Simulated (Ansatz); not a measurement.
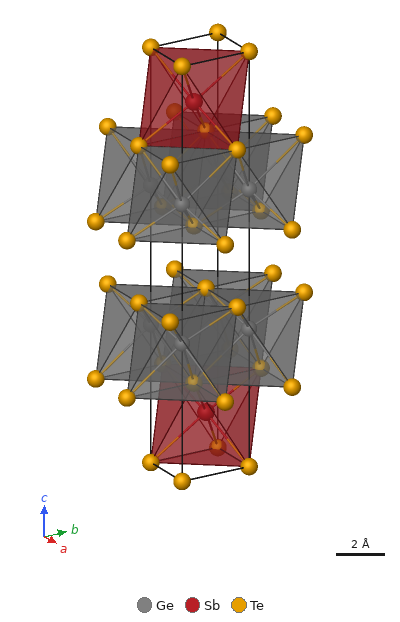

**Figure 1.** The input geometry (polyhedral view of the cell of the calculation, seen slightly off an axis; polyhedra are completed across the faces of the cell). An atom can appear more than once, as a periodic image.

Geometry relaxation, with input and output: Ge2Sb2Te5 (part 1 of 3)

System: Ge2Sb2Te5 (P-3m1, 9 atoms in the cell).
Method: DFT PBEsol, scalar-relativistic, plane waves, PAW, no spin polarisation (Ansatz 0.2.0).

The structure derives from a Materials Project entry.

### Log
```
Engine: ansatz 0.2.0, x86_64-unknown-linux-gnu
Pseudopotentials: kind: paw
Pseudopotential: Ge, paw, valence charge 14, recommended cutoff 420 eV (normal), Ge.paw.azcp
Pseudopotential: Sb, paw, valence charge 15, recommended cutoff 420 eV (normal), Sb.paw.azcp
Pseudopotential: Te, paw, valence charge 16, recommended cutoff 420 eV (normal), Te.paw.azcp
Functional definition: PBEsol
  exchange = pbesol_x
  correlation = pbesol_c
Crystal: 9 atoms, lattice volume = 283.521 Å³
Basis set: ecut = 420 eV, 5539 PW (Γ), exchange–correlation on 60×60×250 points (8 copies of the dense FFT grid, shifted against one another)
Bands: 83, of which v1, the nominal top of the filled ones, is band 69 counted from 1 (68 counted from 0)
Symmetry: 12 space group operations
Space group: P-3m1 (ITA 164), of the structure as read, at distance tolerance 6.6e-5 Å
k-points: 38 of 288
Non-local potential: Ge, projectors of the file, l = 0: 2, l = 1: 2, l = 2: 3, l = 3: 1
Non-local potential: Sb, projectors of the file, l = 0: 2, l = 1: 2, l = 2: 2, l = 3: 2
Non-local potential: Te, projectors of the file, l = 0: 2, l = 1: 2, l = 2: 2, l = 3: 2
PAW form: soft (Blöchl's): semilocal exchange-correlation on the pseudo side does not see the compensation charge
PAW frozen core: Ge, regenerated for the run's functional, and the local potential with it (the file was generated under x = pbe(κ = 0.804, μ = 0.2195149727645171), c = pbe(β = 0.06672455060314922))
PAW frozen core: Sb, regenerated for the run's functional, and the local potential with it (the file was generated under x = pbe(κ = 0.804, μ = 0.2195149727645171), c = pbe(β = 0.06672455060314922))
PAW frozen core: Te, regenerated for the run's functional, and the local potential with it (the file was generated under x = pbe(κ = 0.804, μ = 0.2195149727645171), c = pbe(β = 0.06672455060314922))
PAW one-centre angular grid: Ge, 590 points (default); XC on 64 Gauss nodes
PAW one-centre angular grid: Sb, 590 points (default); XC on 64 Gauss nodes
PAW one-centre angular grid: Te, 590 points (default); XC on 64 Gauss nodes
Initial density: superposition of atomic densities (neutral atoms: chi_scale 0, normalization atom), corrected by the library's trained network
Initial wavefunctions: pseudopotential atomic-orbital guess
Functional: x = pbesol(κ = 0.804, μ = 0.12345679012345678), c = pbesol(β = 0.046)
SCF iter   1: F=—  HF=-55831.395069 eV  |F-HF|=—  |Δ(HF+E_count)|=         —  Δρ=2.73e-3  dr2=1.00e-1  ethr=1.77e-3  ⟨swp⟩=6.4  Hψ=11957  notcnv=0  defer=14
preconditioner: auto → LDOS  [insulator: Δε(μ)=0.029 eV  Ē_g=8.135 eV  σ=0.010 eV  W_gap=0.96  n_scr=66 (ndim 8)  ℏωp=15.3 eV  f_vac=0.024  D(μ)=0.66/eV (n_scr^D=2)  ε∞_Penn≈4.5  β→1.0]
SCF iter   2: F=—  HF=-55831.388731 eV  |F-HF|=—  |Δ(HF+E_count)|=   6.34e-3  Δρ=2.06e-3  dr2=9.52e-2  ethr=7.27e-5  ⟨swp⟩=4.1  Hψ=7130  notcnv=0  defer=310
SCF iter   3: F=—  HF=-55831.375316 eV  |F-HF|=—  |Δ(HF+E_count)|=   1.34e-2  Δρ=4.61e-4  dr2=3.38e-3  ethr=6.90e-5  ⟨swp⟩=3.0  Hψ=3822  notcnv=0  defer=310
SCF iter   4: F=—  HF=-55831.375162 eV  |F-HF|=—  |Δ(HF+E_count)|=   1.54e-4  Δρ=2.51e-4  dr2=1.47e-3  ethr=2.45e-6  ⟨swp⟩=2.7  Hψ=4295  notcnv=0  defer=310
SCF iter   5: F=—  HF=-55831.375040 eV  |F-HF|=—  |Δ(HF+E_count)|=   1.23e-4  Δρ=1.05e-4  dr2=9.03e-5  ethr=1.07e-6  ⟨swp⟩=2.0  Hψ=3225  notcnv=0  defer=310
SCF iter   6: F=—  HF=-55831.374832 eV  |F-HF|=—  |Δ(HF+E_count)|=   2.08e-4  Δρ=3.28e-5  dr2=1.55e-5  ethr=6.54e-8  ⟨swp⟩=2.5  Hψ=4787  notcnv=0  defer=310
SCF iter   7: F=—  HF=-55831.374832 eV  |F-HF|=—  |Δ(HF+E_count)|=   6.07e-7  Δρ=1.26e-5  dr2=2.57e-6  ethr=1.13e-8  ⟨swp⟩=1.7  Hψ=3099  notcnv=0  defer=310
SCF iter   8: F=—  HF=-55831.374831 eV  |F-HF|=—  |Δ(HF+E_count)|=   2.31e-7  Δρ=3.52e-6  dr2=1.10e-7  ethr=1.86e-9  ⟨swp⟩=2.0  Hψ=3443  notcnv=0  defer=310
SCF iter   9: F=-55831.374831 eV  HF=-55831.374831 eV  |F-HF|=1.53e-9  |Δ(HF+E_count)|=   1.26e-8  Δρ=1.13e-6  dr2=2.88e-9  ethr=7.25e-11  ⟨swp⟩=15.5  Hψ=22824  notcnv=0
SCF 1 converged in 9 iterations: F = -55831.374831 eV  dr2 = 2.88e-9
  greatest PAW one-centre occupation: 0.998 electrons in one spin orbital (limit 2), on the Ge atom at site 1 (counted from 0), in its partial waves of l = 2
relax step   1: F+E_penalty+E_count = -55831.37483131 eV  Δ(F+E_penalty+E_count) = +0.000e0 eV  max|allowed force component| = 1.364e-1 eV/Å  Δτ_max = 0.0000 Å  P = -2.422 GPa  Ω = 283.521 Å³  (9 SCF iters, dr2 threshold 1.00e-7 eV, accepted)
Crystal: 9 atoms, lattice volume = 255.681 Å³
Basis set: ecut = 420 eV, 4929 PW (Γ), exchange–correlation on 60×60×250 points (8 copies of the dense FFT grid, shifted against one another)
Initial density: handed on by an earlier stage of this run
Initial wavefunctions: those handed on with the density
iter 1 solved again at ethr=5.51e-5 eV; its pass at ethr=3.10e-3 eV (dr2=7.61e-2 eV) is discarded
SCF iter   1: F=—  HF=-55831.464563 eV  |F-HF|=—  |Δ(HF+E_count)|=         —  Δρ=4.87e-3  dr2=7.57e-2  ethr=5.51e-5  ⟨swp⟩=3.3  Hψ=15533  notcnv=0
preconditioner: auto → Resta (q_TF=auto, 2.462 Å⁻¹)  ε∞=4.5  [insulator: Δε(μ)=0.072 eV  Ē_g=8.542 eV  σ=0.010 eV  W_gap=0.53  n_scr=66 (ndim 8)  ℏωp=16.1 eV  f_vac=0.003  D(μ)=2.72/eV (n_scr^D=6)  ε∞_Penn≈4.5]
SCF iter   2: F=—  HF=-55831.452705 eV  |F-HF|=—  |Δ(HF+E_count)|=   1.19e-2  Δρ=2.56e-3  dr2=1.79e-2  ethr=5.48e-5  ⟨swp⟩=2.9  Hψ=3834  notcnv=0
SCF iter   3: F=—  HF=-55831.449673 eV  |F-HF|=—  |Δ(HF+E_count)|=   3.03e-3  Δρ=5.72e-4  dr2=1.34e-3  ethr=1.30e-5  ⟨swp⟩=3.4  Hψ=5077  notcnv=0
SCF iter   4: F=—  HF=-55831.449517 eV  |F-HF|=—  |Δ(HF+E_count)|=   1.56e-4  Δρ=1.86e-4  dr2=1.16e-4  ethr=9.74e-7  ⟨swp⟩=2.0  Hψ=4952  notcnv=0
SCF iter   5: F=—  HF=-55831.449350 eV  |F-HF|=—  |Δ(HF+E_count)|=   1.67e-4  Δρ=7.35e-5  dr2=2.75e-5  ethr=8.39e-8  ⟨swp⟩=2.0  Hψ=4435  notcnv=0
SCF iter   6: F=—  HF=-55831.449356 eV  |F-HF|=—  |Δ(HF+E_count)|=   5.88e-6  Δρ=2.65e-5  dr2=5.81e-6  ethr=2.00e-8  ⟨swp⟩=2.0  Hψ=4447  notcnv=0
SCF iter   7: F=-55831.449357 eV  HF=-55831.449357 eV  |F-HF|=5.68e-8  |Δ(HF+E_count)|=   7.23e-7  Δρ=8.64e-6  dr2=3.04e-7  ethr=6.52e-10  ⟨swp⟩=8.6  Hψ=21309  notcnv=0
SCF 2 converged in 7 iterations: F = -55831.449357 eV  dr2 = 3.04e-7
  greatest PAW one-centre occupation: 0.998 electrons in one spin orbital (limit 2), on the Te atom at site 6 (counted from 0), in its partial waves of l = 2
relax step   2: F+E_penalty+E_count = -55831.44935710 eV  Δ(F+E_penalty+E_count) = -7.453e-2 eV  max|allowed force component| = 5.121e-1 eV/Å  Δτ_max = 0.1954 Å  P = +1.958 GPa  Ω = 255.681 Å³  energy of the carried Pulay correction = +4.965e-3 eV  (7 SCF iters, dr2 threshold 9.00e-7 eV, accepted)
Crystal: 9 atoms, lattice volume = 266.037 Å³
Basis set: ecut = 420 eV, 5129 PW (Γ), exchange–correlation on 60×60×250 points (8 copies of the dense FFT grid, shifted against one another)
iter 1 solved again at ethr=1.28e-5 eV; its pass at ethr=3.10e-3 eV (dr2=1.77e-2 eV) is discarded
SCF iter   1: F=—  HF=-55831.526715 eV  |F-HF|=—  |Δ(HF+E_count)|=         —  Δρ=2.42e-3  dr2=1.77e-2  ethr=1.28e-5  ⟨swp⟩=4.2  Hψ=16025  notcnv=0
preconditioner: auto → LDOS  [insulator: Δε(μ)=0.025 eV  Ē_g=8.396 eV  σ=0.010 eV  W_gap=0.56  n_scr=66 (ndim 8)  ℏωp=15.8 eV  f_vac=0.011  D(μ)=3.08/eV (n_scr^D=8)  ε∞_Penn≈4.5  β→1.0]
SCF iter   2: F=—  HF=-55831.527040 eV  |F-HF|=—  |Δ(HF+E_count)|=   3.25e-4  Δρ=1.44e-3  dr2=3.78e-2  ethr=1.28e-5  ⟨swp⟩=3.8  Hψ=6346  notcnv=0
preconditioner: auto → Kerker (q_TF=auto, 2.446 Å⁻¹)  [metal: Δε(μ)=0.010 eV  Ē_g=8.389 eV  σ=0.010 eV  W_gap=0.45  n_scr=66 (ndim 8)  ℏωp=15.8 eV  f_vac=0.010  D(μ)=4.51/eV (n_scr^D=14)  β→0.5]
SCF iter   3: F=—  HF=-55831.523423 eV  |F-HF|=—  |Δ(HF+E_count)|=   3.62e-3  Δρ=6.23e-4  dr2=2.27e-3  ethr=1.28e-5  ⟨swp⟩=3.1  Hψ=6239  notcnv=0
SCF iter   4: F=—  HF=-55831.523283 eV  |F-HF|=—  |Δ(HF+E_count)|=   1.40e-4  Δρ=1.23e-4  dr2=5.91e-4  ethr=1.65e-6  ⟨swp⟩=1.8  Hψ=3518  notcnv=0
SCF iter   5: F=—  HF=-55831.523094 eV  |F-HF|=—  |Δ(HF+E_count)|=   1.89e-4  Δρ=6.80e-5  dr2=9.59e-5  ethr=4.28e-7  ⟨swp⟩=1.1  Hψ=3159  notcnv=0
SCF iter   6: F=—  HF=-55831.523093 eV  |F-HF|=—  |Δ(HF+E_count)|=   6.51e-7  Δρ=3.73e-5  dr2=1.92e-5  ethr=6.95e-8  ⟨swp⟩=2.0  Hψ=3910  notcnv=0
SCF iter   7: F=—  HF=-55831.523089 eV  |F-HF|=—  |Δ(HF+E_count)|=   4.42e-6  Δρ=1.44e-5  dr2=8.46e-6  ethr=1.39e-8  ⟨swp⟩=2.0  Hψ=3876  notcnv=0
SCF iter   8: F=—  HF=-55831.523088 eV  |F-HF|=—  |Δ(HF+E_count)|=   3.64e-7  Δρ=7.62e-6  dr2=1.09e-6  ethr=6.13e-9  ⟨swp⟩=1.0  Hψ=3154  notcnv=0
SCF iter   9: F=-55831.523088 eV  HF=-55831.523088 eV  |F-HF|=1.56e-8  |Δ(HF+E_count)|=   2.85e-8  Δρ=2.54e-6  dr2=4.88e-8  ethr=6.52e-10  ⟨swp⟩=11.0  Hψ=20211  notcnv=0
SCF 3 converged in 9 iterations: F = -55831.523088 eV  dr2 = 4.88e-8
relax step   3: F+E_penalty+E_count = -55831.52308841 eV  Δ(F+E_penalty+E_count) = -7.373e-2 eV  max|allowed force component| = 1.171e-1 eV/Å  Δτ_max = 0.1093 Å  P = -0.138 GPa  Ω = 266.037 Å³  energy of the carried Pulay correction = +3.059e-3 eV  (9 SCF iters, dr2 threshold 9.00e-7 eV, accepted)
Crystal: 9 atoms, lattice volume = 263.442 Å³
Basis set: ecut = 420 eV, 5091 PW (Γ), exchange–correlation on 60×60×250 points (8 copies of the dense FFT grid, shifted against one another)
iter 1 solved again at ethr=7.42e-6 eV; its pass at ethr=3.10e-3 eV (dr2=1.02e-2 eV) is discarded
SCF iter   1: F=—  HF=-55831.536536 eV  |F-HF|=—  |Δ(HF+E_count)|=         —  Δρ=2.26e-3  dr2=9.52e-3  ethr=7.42e-6  ⟨swp⟩=3.5  Hψ=15591  notcnv=0
preconditioner: auto → Resta (q_TF=auto, 2.450 Å⁻¹)  ε∞=4.6  [insulator: Δε(μ)=0.027 eV  Ē_g=8.396 eV  σ=0.010 eV  W_gap=0.66  n_scr=66 (ndim 8)  ℏωp=15.9 eV  f_vac=0.006  D(μ)=3.60/eV (n_scr^D=8)  ε∞_Penn≈4.6]
SCF iter   2: F=—  HF=-55831.535152 eV  |F-HF|=—  |Δ(HF+E_count)|=   1.38e-3  Δρ=1.21e-3  dr2=2.27e-3  ethr=6.90e-6  ⟨swp⟩=2.2  Hψ=5259  notcnv=0
SCF iter   3: F=—  HF=-55831.535007 eV  |F-HF|=—  |Δ(HF+E_count)|=   1.45e-4  Δρ=2.93e-4  dr2=2.94e-4  ethr=1.65e-6  ⟨swp⟩=2.1  Hψ=4535  notcnv=0
SCF iter   4: F=—  HF=-55831.534855 eV  |F-HF|=—  |Δ(HF+E_count)|=   1.53e-4  Δρ=6.53e-5  dr2=3.70e-5  ethr=2.13e-7  ⟨swp⟩=1.1  Hψ=3166  notcnv=0
SCF iter   5: F=—  HF=-55831.534855 eV  |F-HF|=—  |Δ(HF+E_count)|=   5.33e-8  Δρ=2.07e-5  dr2=3.09e-6  ethr=2.68e-8  ⟨swp⟩=1.1  Hψ=3162  notcnv=0
SCF iter   6: F=-55831.534854 eV  HF=-55831.534854 eV  |F-HF|=6.73e-8  |Δ(HF+E_count)|=   5.87e-8  Δρ=4.76e-6  dr2=1.46e-7  ethr=6.21e-10  ⟨swp⟩=11.9  Hψ=23869  notcnv=0
SCF 4 converged in 6 iterations: F = -55831.534854 eV  dr2 = 1.46e-7
relax step   4: F+E_penalty+E_count = -55831.53485441 eV  Δ(F+E_penalty+E_count) = -1.177e-2 eV  max|allowed force component| = 5.600e-2 eV/Å  Δτ_max = 0.0918 Å  P = -0.219 GPa  Ω = 263.442 Å³  energy of the carried Pulay correction = +3.530e-3 eV  (6 SCF iters, dr2 threshold 8.57e-7 eV, accepted)
Crystal: 9 atoms, lattice volume = 261.928 Å³
Basis set: ecut = 420 eV, 5031 PW (Γ), exchange–correlation on 60×60×250 points (8 copies of the dense FFT grid, shifted against one another)
iter 1 solved again at ethr=7.66e-7 eV; its pass at ethr=3.10e-3 eV (dr2=1.06e-3 eV) is discarded
SCF iter   1: F=—  HF=-55831.539751 eV  |F-HF|=—  |Δ(HF+E_count)|=         —  Δρ=3.60e-4  dr2=8.84e-4  ethr=7.66e-7  ⟨swp⟩=4.0  Hψ=15107  notcnv=0
preconditioner: auto → Kerker (q_TF=auto, 2.452 Å⁻¹)  [metal: Δε(μ)=0.007 eV  Ē_g=8.421 eV  σ=0.010 eV  W_gap=0.37  n_scr=66 (ndim 8)  ℏωp=15.9 eV  f_vac=0.006  D(μ)=5.79/eV (n_scr^D=40)]
SCF iter   2: F=—  HF=-55831.539714 eV  |F-HF|=—  |Δ(HF+E_count)|=   3.67e-5  Δρ=2.21e-4  dr2=5.80e-4  ethr=6.40e-7  ⟨swp⟩=1.0  Hψ=3154  notcnv=0
SCF iter   3: F=—  HF=-55831.539673 eV  |F-HF|=—  |Δ(HF+E_count)|=   4.16e-5  Δρ=4.79e-5  dr2=6.58e-5  ethr=4.20e-7  ⟨swp⟩=1.0  Hψ=3155  notcnv=0
SCF iter   4: F=—  HF=-55831.539509 eV  |F-HF|=—  |Δ(HF+E_count)|=   1.64e-4  Δρ=2.20e-5  dr2=9.85e-6  ethr=4.77e-8  ⟨swp⟩=1.1  Hψ=3161  notcnv=0
SCF iter   5: F=—  HF=-55831.539508 eV  |F-HF|=—  |Δ(HF+E_count)|=   2.63e-7  Δρ=9.23e-6  dr2=1.29e-6  ethr=7.14e-9  ⟨swp⟩=1.1  Hψ=3180  notcnv=0
SCF iter   6: F=-55831.539508 eV  HF=-55831.539508 eV  |F-HF|=4.87e-7  |Δ(HF+E_count)|=   1.26e-8  Δρ=6.64e-6  dr2=3.41e-7  ethr=3.62e-10  ⟨swp⟩=12.2  Hψ=22314  notcnv=0
SCF 5 converged in 6 iterations: F = -55831.539508 eV  dr2 = 3.41e-7
relax step   5: F+E_penalty+E_count = -55831.53950782 eV  Δ(F+E_penalty+E_count) = -4.653e-3 eV  max|allowed force component| = 1.714e-2 eV/Å  Δτ_max = 0.0129 Å  P = -0.028 GPa  Ω = 261.928 Å³  energy of the carried Pulay correction = +3.807e-3 eV  (6 SCF iters, dr2 threshold 5.00e-7 eV, accepted)
Crystal: 9 atoms, lattice volume = 261.453 Å³
Basis set: ecut = 420 eV, 5019 PW (Γ), exchange–correlation on 60×60×250 points (8 copies of the dense FFT grid, shifted against one another)
iter 1 solved again at ethr=4.79e-7 eV; its pass at ethr=3.10e-3 eV (dr2=6.61e-4 eV) is discarded
```
